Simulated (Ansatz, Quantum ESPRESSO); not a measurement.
# Ballistic transmission: 3 layers of Li in Ca(100), on the host's sites, part 2 of 3

Wanted: the transmission near the Fermi level and the conductance of this junction: 3 layers of Li in Ca(100), on the host's sites.

Quantum ESPRESSO 7.5; plane-wave DFT, LDA, GBRV ultrasoft pseudopotentials; cross-check by Ansatz 0.2.0 with PAW datasets.

So far. Step 2 (Ground state): The run needed 38 iterations to bring the estimated error under 1e-07 Ry; the largest force on any atom, held or free, is 0.19 eV/Å.

**3. Transmission with pwcond.x**

Level of this step: transmission by pwcond, lead and junction from one cell; plane-wave DFT, LDA, GBRV ultrasoft pseudopotentials (Quantum ESPRESSO).

prefixt takes both regions from one run: the lead from 0 to bdl, the scattering region from bdl to bds (units of alat). ikind = 1 puts the same lead on both sides. The program's T_tot counts both spins in a run without spin; the tables below give T per spin.

Input file cond.in:

```
&inputcond
  outdir = './out'
  prefixt = 'scf'
  tran_file = 'cond.dat'
  bdl = 1.4142135624
  bds = 10.2192082206
  ikind = 1
  ewind = 4.0
  epsproj = 1e-05
  nz1 = 7
  energy0 = 0.4
  denergy = -0.4
/
28
  0.00000000 0.00000000 0.00694444
  0.00000000 0.08333333 0.02777778
  0.00000000 0.16666667 0.02777778
  0.00000000 0.25000000 0.02777778
  0.00000000 0.33333333 0.02777778
  0.00000000 0.41666667 0.02777778
  0.00000000 0.50000000 0.01388889
  0.08333333 0.08333333 0.02777778
  0.08333333 0.16666667 0.05555556
  0.08333333 0.25000000 0.05555556
  0.08333333 0.33333333 0.05555556
  0.08333333 0.41666667 0.05555556
  0.08333333 0.50000000 0.02777778
  0.16666667 0.16666667 0.02777778
  0.16666667 0.25000000 0.05555556
  0.16666667 0.33333333 0.05555556
  0.16666667 0.41666667 0.05555556
  0.16666667 0.50000000 0.02777778
  0.25000000 0.25000000 0.02777778
  0.25000000 0.33333333 0.05555556
  0.25000000 0.41666667 0.05555556
  0.25000000 0.50000000 0.02777778
  0.33333333 0.33333333 0.02777778
  0.33333333 0.41666667 0.05555556
  0.33333333 0.50000000 0.02777778
  0.41666667 0.41666667 0.02777778
  0.41666667 0.50000000 0.02777778
  0.50000000 0.50000000 0.00694444
3
```

The run is started by

```sh
OMP_NUM_THREADS=1 mpirun -n 4 pwcond.x -in cond.in > cond.out
```

Log:

```text
[banner, memory and clock lines left out]
Program PWCOND v.7.5 starts

          URL

     ./out/scf.save/

     IMPORTANT: XC functional enforced from input :
     Exchange-correlation= PZ
                           (   1   1   0   0   0   0   0)
     Any further DFT definition will be discarded
     Please, verify this is what you really want

     Check: negative core charge=   -0.000001
     Reading collected, re-writing distributed wavefunctions

===== INPUT FILE containing all the regions =====

     GEOMETRY:

     lattice parameter (alat)  =       7.3760  a.u.
     the volume                =    4100.9652 (a.u.)^3
     the cross section         =      54.4059 (a.u.)^2
     l of the unit cell        =      10.2192 (alat)
     number of atoms/cell      =           16
     number of atomic types    =            2

     crystal axes: (cart. coord. in units of alat)
               a(1) = (  1.0000  0.0000  0.0000 )
               a(2) = (  0.0000  1.0000  0.0000 )
               a(3) = (  0.0000  0.0000 10.2192 )

   Cartesian axes

     site n.     atom                  positions (alat units)
          1        Ca     tau(  1)=(  0.0000  0.0000 10.2192  )
          2        Ca     tau(  2)=(  0.5000  0.5000  0.7071  )
          3        Ca     tau(  3)=(  0.0000  0.0000  1.4142  )
          4        Ca     tau(  4)=(  0.5000  0.5000  2.1213  )
          5        Ca     tau(  5)=(  0.0000  0.0000  2.8284  )
          6        Ca     tau(  6)=(  0.5000  0.5000  3.5355  )
          7        Li     tau(  7)=(  0.0000  0.0000  4.0602  )
          8        Li     tau(  8)=(  0.5000  0.5000  4.4025  )
          9        Li     tau(  9)=(  0.0000  0.0000  4.7448  )
         10        Ca     tau( 10)=(  0.5000  0.5000  5.2695  )
         11        Ca     tau( 11)=(  0.0000  0.0000  5.9766  )
         12        Ca     tau( 12)=(  0.5000  0.5000  6.6837  )
         13        Ca     tau( 13)=(  0.0000  0.0000  7.3908  )
         14        Ca     tau( 14)=(  0.5000  0.5000  8.0979  )
         15        Ca     tau( 15)=(  0.0000  0.0000  8.8050  )
         16        Ca     tau( 16)=(  0.5000  0.5000  9.5121  )

     nr1s                      =           30
     nr2s                      =           30
     nr3s                      =          320
     nr1sx                     =           30
     nr2sx                     =           30
     nr3sx                     =          320
     nr1                       =           36
     nr2                       =           36
     nr3                       =          360
     nr1x                      =           36
     nr2x                      =           36
     nr3x                      =          360

 _______________________________
  Radii of nonlocal spheres:

     type       ibeta     ang. mom.          radius (alat units)
       Ca         1         0                    0.2728
       Ca         2         0                    0.2728
       Ca         3         1                    0.2728
       Ca         4         1                    0.2728
       Ca         5         2                    0.2728
       Ca         6         2                    0.2728
       Li         1         0                    0.2734
       Li         2         0                    0.2734
       Li         3         0                    0.2734
       Li         4         1                    0.2734
       Li         5         1                    0.2734
----- General information -----

--- T calc. with identical leads (ikind=1) ---

     nrx                       =           30
     nry                       =           30
     nz1                       =            7

     energy0               =         4.0E-01
     denergy               =        -4.0E-01
     nenergy               =          3
     ecut2d                =         4.0E+01
     ewind                 =         4.0E+00
     epsproj               =         1.0E-05

     number of k_|| points=   28
                       cryst. coord.
        k(    1) = (   0.0000000   0.0000000), wk =   0.0069444
        k(    2) = (   0.0000000   0.0833333), wk =   0.0277778
        k(    3) = (   0.0000000   0.1666667), wk =   0.0277778
        k(    4) = (   0.0000000   0.2500000), wk =   0.0277778
        k(    5) = (   0.0000000   0.3333333), wk =   0.0277778
        k(    6) = (   0.0000000   0.4166667), wk =   0.0277778
        k(    7) = (   0.0000000   0.5000000), wk =   0.0138889
        k(    8) = (   0.0833333   0.0833333), wk =   0.0277778
        k(    9) = (   0.0833333   0.1666667), wk =   0.0555556
        k(   10) = (   0.0833333   0.2500000), wk =   0.0555556
        k(   11) = (   0.0833333   0.3333333), wk =   0.0555556
        k(   12) = (   0.0833333   0.4166667), wk =   0.0555556
        k(   13) = (   0.0833333   0.5000000), wk =   0.0277778
        k(   14) = (   0.1666667   0.1666667), wk =   0.0277778
        k(   15) = (   0.1666667   0.2500000), wk =   0.0555556
        k(   16) = (   0.1666667   0.3333333), wk =   0.0555556
        k(   17) = (   0.1666667   0.4166667), wk =   0.0555556
        k(   18) = (   0.1666667   0.5000000), wk =   0.0277778
        k(   19) = (   0.2500000   0.2500000), wk =   0.0277778
        k(   20) = (   0.2500000   0.3333333), wk =   0.0555556
        k(   21) = (   0.2500000   0.4166667), wk =   0.0555556
        k(   22) = (   0.2500000   0.5000000), wk =   0.0277778
        k(   23) = (   0.3333333   0.3333333), wk =   0.0277778
        k(   24) = (   0.3333333   0.4166667), wk =   0.0555556
        k(   25) = (   0.3333333   0.5000000), wk =   0.0277778
        k(   26) = (   0.4166667   0.4166667), wk =   0.0277778
        k(   27) = (   0.4166667   0.5000000), wk =   0.0277778
        k(   28) = (   0.5000000   0.5000000), wk =   0.0069444
----- Information about left/right lead -----

     nocros                   =           18
     noins                    =           18
     norb                     =           54
     norbf                    =          243
     nrz                      =           44

      iorb      type   ibeta   ang. mom.   m       position (alat)
        1        1       1        0        1   taunew(   1)=(  0.0000  0.0000  0.0000)
        2        1       2        0        1   taunew(   2)=(  0.0000  0.0000  0.0000)
        3        1       3        1        1   taunew(   3)=(  0.0000  0.0000  0.0000)
        4        1       3        1        2   taunew(   4)=(  0.0000  0.0000  0.0000)
        5        1       3        1        3   taunew(   5)=(  0.0000  0.0000  0.0000)
        6        1       4        1        1   taunew(   6)=(  0.0000  0.0000  0.0000)
        7        1       4        1        2   taunew(   7)=(  0.0000  0.0000  0.0000)
[...]
190        1       1        0        1   taunew( 190)=(  0.0000  0.0000  7.3908)
      191        1       2        0        1   taunew( 191)=(  0.0000  0.0000  7.3908)
      192        1       3        1        1   taunew( 192)=(  0.0000  0.0000  7.3908)
      193        1       3        1        2   taunew( 193)=(  0.0000  0.0000  7.3908)
      194        1       3        1        3   taunew( 194)=(  0.0000  0.0000  7.3908)
      195        1       4        1        1   taunew( 195)=(  0.0000  0.0000  7.3908)
      196        1       4        1        2   taunew( 196)=(  0.0000  0.0000  7.3908)
      197        1       4        1        3   taunew( 197)=(  0.0000  0.0000  7.3908)
      198        1       5        2        1   taunew( 198)=(  0.0000  0.0000  7.3908)
      199        1       5        2        2   taunew( 199)=(  0.0000  0.0000  7.3908)
      200        1       5        2        3   taunew( 200)=(  0.0000  0.0000  7.3908)
      201        1       5        2        4   taunew( 201)=(  0.0000  0.0000  7.3908)
      202        1       5        2        5   taunew( 202)=(  0.0000  0.0000  7.3908)
      203        1       6        2        1   taunew( 203)=(  0.0000  0.0000  7.3908)
      204        1       6        2        2   taunew( 204)=(  0.0000  0.0000  7.3908)
      205        1       6        2        3   taunew( 205)=(  0.0000  0.0000  7.3908)
      206        1       6        2        4   taunew( 206)=(  0.0000  0.0000  7.3908)
      207        1       6        2        5   taunew( 207)=(  0.0000  0.0000  7.3908)
      208        1       1        0        1   taunew( 208)=(  0.5000  0.5000  8.0979)
      209        1       2        0        1   taunew( 209)=(  0.5000  0.5000  8.0979)
      210        1       3        1        1   taunew( 210)=(  0.5000  0.5000  8.0979)
      211        1       3        1        2   taunew( 211)=(  0.5000  0.5000  8.0979)
      212        1       3        1        3   taunew( 212)=(  0.5000  0.5000  8.0979)
      213        1       4        1        1   taunew( 213)=(  0.5000  0.5000  8.0979)
      214        1       4        1        2   taunew( 214)=(  0.5000  0.5000  8.0979)
      215        1       4        1        3   taunew( 215)=(  0.5000  0.5000  8.0979)
      216        1       5        2        1   taunew( 216)=(  0.5000  0.5000  8.0979)
      217        1       5        2        2   taunew( 217)=(  0.5000  0.5000  8.0979)
      218        1       5        2        3   taunew( 218)=(  0.5000  0.5000  8.0979)
      219        1       5        2        4   taunew( 219)=(  0.5000  0.5000  8.0979)
      220        1       5        2        5   taunew( 220)=(  0.5000  0.5000  8.0979)
      221        1       6        2        1   taunew( 221)=(  0.5000  0.5000  8.0979)
      222        1       6        2        2   taunew( 222)=(  0.5000  0.5000  8.0979)
      223        1       6        2        3   taunew( 223)=(  0.5000  0.5000  8.0979)
      224        1       6        2        4   taunew( 224)=(  0.5000  0.5000  8.0979)
      225        1       6        2        5   taunew( 225)=(  0.5000  0.5000  8.0979)
      226        1       1        0        1   taunew( 226)=(  0.0000  0.0000  8.8050)
      227        1       2        0        1   taunew( 227)=(  0.0000  0.0000  8.8050)
      228        1       3        1        1   taunew( 228)=(  0.0000  0.0000  8.8050)
      229        1       3        1        2   taunew( 229)=(  0.0000  0.0000  8.8050)
      230        1       3        1        3   taunew( 230)=(  0.0000  0.0000  8.8050)
      231        1       4        1        1   taunew( 231)=(  0.0000  0.0000  8.8050)
      232        1       4        1        2   taunew( 232)=(  0.0000  0.0000  8.8050)
      233        1       4        1        3   taunew( 233)=(  0.0000  0.0000  8.8050)
      234        1       5        2        1   taunew( 234)=(  0.0000  0.0000  8.8050)
      235        1       5        2        2   taunew( 235)=(  0.0000  0.0000  8.8050)
      236        1       5        2        3   taunew( 236)=(  0.0000  0.0000  8.8050)
      237        1       5        2        4   taunew( 237)=(  0.0000  0.0000  8.8050)
      238        1       5        2        5   taunew( 238)=(  0.0000  0.0000  8.8050)
      239        1       6        2        1   taunew( 239)=(  0.0000  0.0000  8.8050)
      240        1       6        2        2   taunew( 240)=(  0.0000  0.0000  8.8050)
      241        1       6        2        3   taunew( 241)=(  0.0000  0.0000  8.8050)
      242        1       6        2        4   taunew( 242)=(  0.0000  0.0000  8.8050)
      243        1       6        2        5   taunew( 243)=(  0.0000  0.0000  8.8050)
 ngper, shell number =          177          27
 ngper, n2d =          177          94
---  E-Ef =    0.4000000  k =    0.0000000   0.0000000
---  ie =          1  ik =          1
 Nchannels of the left tip =            0
 Right moving states:
   k1(2pi/a)   k2(2pi/a)   E-Ef (eV)
 Left moving states:
   k1(2pi/a)   k2(2pi/a)   E-Ef (eV)

 to transmit
          E-Ef(ev), T =    0.4000000   0.0000000
---  E-Ef =    0.0000000  k =    0.0000000   0.0000000
---  ie =          2  ik =          1
 Nchannels of the left tip =            0
 Right moving states:
   k1(2pi/a)   k2(2pi/a)   E-Ef (eV)
 Left moving states:
   k1(2pi/a)   k2(2pi/a)   E-Ef (eV)

 to transmit
          E-Ef(ev), T =    0.0000000   0.0000000
---  E-Ef =   -0.4000000  k =    0.0000000   0.0000000
---  ie =          3  ik =          1
 Nchannels of the left tip =            0
 Right moving states:
   k1(2pi/a)   k2(2pi/a)   E-Ef (eV)
 Left moving states:
   k1(2pi/a)   k2(2pi/a)   E-Ef (eV)

 to transmit
          E-Ef(ev), T =   -0.4000000   0.0000000
 ngper, shell number =          177          96
 ngper, n2d =          177          93
[... further energies and points left out ...]
---  E-Ef =    0.4000000  k =    0.5000000   0.5000000
---  ie =          1  ik =         28
 Nchannels of the left tip =            0
 Right moving states:
   k1(2pi/a)   k2(2pi/a)   E-Ef (eV)
 Left moving states:
   k1(2pi/a)   k2(2pi/a)   E-Ef (eV)

 to transmit
          E-Ef(ev), T =    0.4000000   0.0000000
---  E-Ef =    0.0000000  k =    0.5000000   0.5000000
---  ie =          2  ik =         28
 Nchannels of the left tip =            2
 Right moving states:
   k1(2pi/a)   k2(2pi/a)   E-Ef (eV)
   0.3569654  -0.0000000   0.0000000
   0.3591079   0.0000094   0.0000000
 Left moving states:
   k1(2pi/a)   k2(2pi/a)   E-Ef (eV)
  -0.3569654  -0.0000000   0.0000000
  -0.3591079   0.0000094   0.0000000

 to transmit
 Band j to band i transmissions and reflections:
    j         i     |T_ij|^2    |R_ij|^2

    1 -->     1     0.00027     0.99973
    1 -->     2     0.00000     0.00000
   Total T_j, R_j =    0.00027  0.99973

    2 -->     1     0.00000     0.00000
    2 -->     2     0.00286     0.99714
   Total T_j, R_j =    0.00286  0.99714

E-Ef(ev), T(x2 spins) =    0.0000000   0.0062551
---  E-Ef =   -0.4000000  k =    0.5000000   0.5000000
---  ie =          3  ik =         28
 Nchannels of the left tip =            2
 Right moving states:
   k1(2pi/a)   k2(2pi/a)   E-Ef (eV)
   0.1465564  -0.0000000  -0.4000000
   0.1492517   0.0000094  -0.4000000
 Left moving states:
   k1(2pi/a)   k2(2pi/a)   E-Ef (eV)
  -0.1465564  -0.0000000  -0.4000000
  -0.1492517   0.0000094  -0.4000000

 to transmit
 Band j to band i transmissions and reflections:
    j         i     |T_ij|^2    |R_ij|^2

    1 -->     1     0.00009     0.99991
    1 -->     2     0.00000     0.00000
   Total T_j, R_j =    0.00009  0.99991

    2 -->     1     0.00000     0.00000
    2 -->     2     0.00068     0.99932
   Total T_j, R_j =    0.00068  0.99932

E-Ef(ev), T(x2 spins) =   -0.4000000   0.0015394
   T_tot     0.40000      0.19280E+01
   T_tot     0.00000      0.18315E+01
   T_tot    -0.40000      0.14111E+01

Note: The following floating-point exceptions are signalling: IEEE_UNDERFLOW_FLAG
Note: The following floating-point exceptions are signalling: IEEE_UNDERFLOW_FLAG
Note: The following floating-point exceptions are signalling: IEEE_UNDERFLOW_FLAG
Note: The following floating-point exceptions are signalling: IEEE_UNDERFLOW_FLAG
```

Elapsed: 3.6 min, on 4 MPI ranks of Arm Neoverse V2, shared host; peak memory 0.52 GiB.

Numbers from this step:

- lead channels at the Fermi level, one spin: 1.431
- transmission at the Fermi level, one spin: 0.9157
- conductance: 0.9157 G₀

Per spin; mean over the k mesh across the current. The open channels, zone mean by energy, zero at the Fermi level:

```csv
energy (eV),"open channels, zone mean"
-0.400,0.903
0.000,1.43
0.400,1.33
```

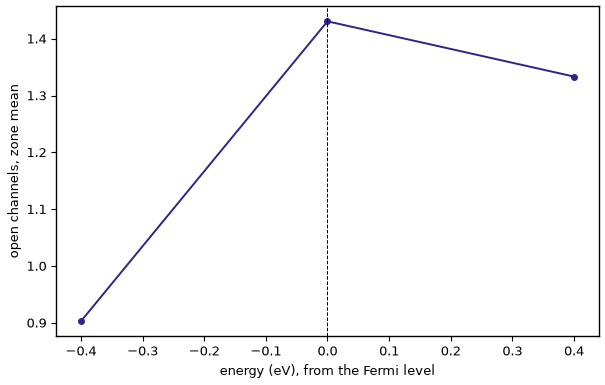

Open channels, zone mean, plotted against energy.

Per spin; mean over the k mesh across the current. The transmission, zone mean by energy, zero at the Fermi level:

```csv
energy (eV),"transmission, zone mean"
-0.400,0.706
0.000,0.916
0.400,0.964
```

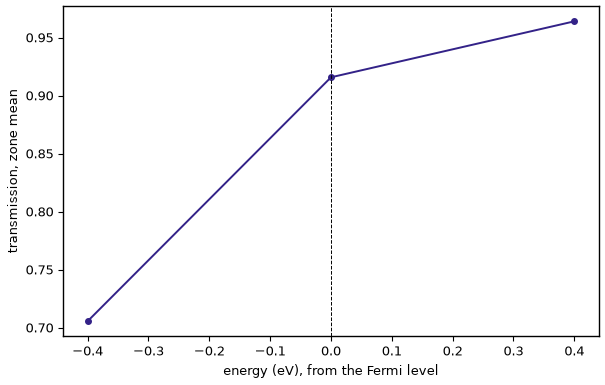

Transmission, zone mean against energy.

At 0.000 eV; k in fractions of b1, b2. Transmission by k point:

```csv
k1,k2,weight,t,channels
0,0,0.006944,0,0
0,0.08333,0.02778,0,0
0,0.1667,0.02778,0,0
0,0.25,0.02778,0.01668,1
0,0.3333,0.02778,1.629,2
0,0.4167,0.02778,1.356,2
0,0.5,0.01389,1.338,2
0.08333,0.08333,0.02778,0,0
0.08333,0.1667,0.05556,0,0
0.08333,0.25,0.05556,0.4079,1
0.08333,0.3333,0.05556,1.66,2
0.08333,0.4167,0.05556,1.366,2
0.08333,0.5,0.02778,1.359,2
0.1667,0.1667,0.02778,0,0
0.1667,0.25,0.05556,0.8541,1
0.1667,0.3333,0.05556,1.403,2
0.1667,0.4167,0.05556,1.403,2
0.1667,0.5,0.02778,1.405,2
0.25,0.25,0.02778,0.9931,1
0.25,0.3333,0.05556,0.9935,1
0.25,0.4167,0.05556,1.494,2
0.25,0.5,0.02778,1.413,2
0.3333,0.3333,0.02778,0.974,2
0.3333,0.4167,0.05556,0.8247,2
0.3333,0.5,0.02778,1.147,2
0.4167,0.4167,0.02778,0.7233,2
0.4167,0.5,0.02778,0.4651,2
0.5,0.5,0.006944,0.003128,2
```

The program's own clock; routines nest. Time by routine:

```csv
routine,wall time (s),calls
PWCOND,215.1,1
scatter_forw,171.8,168
local,26.76,28
compbs,12.43,84
compbs_2,10.49,84
init,0.59,1
poten,0.07,1
```

At no point does T exceed the number of channels.

(Part 2 of 3 ends here.)

[Logs are printed without paths, hosts, clocks, repeated set-up lines and the standing remarks that a program may print on its own settings, such as how far it seeks lower states.]

[Hosts, paths, dates, database ids (printed as entryN), source tags and the programs' standing remarks are cut or masked in the printed files.]

[Maps of the electrostatic potential energy from Ansatz leave out the sawtooth potential of an applied field or a dipole correction, so their vacuum need not be flat; planar profiles and work functions include it.]
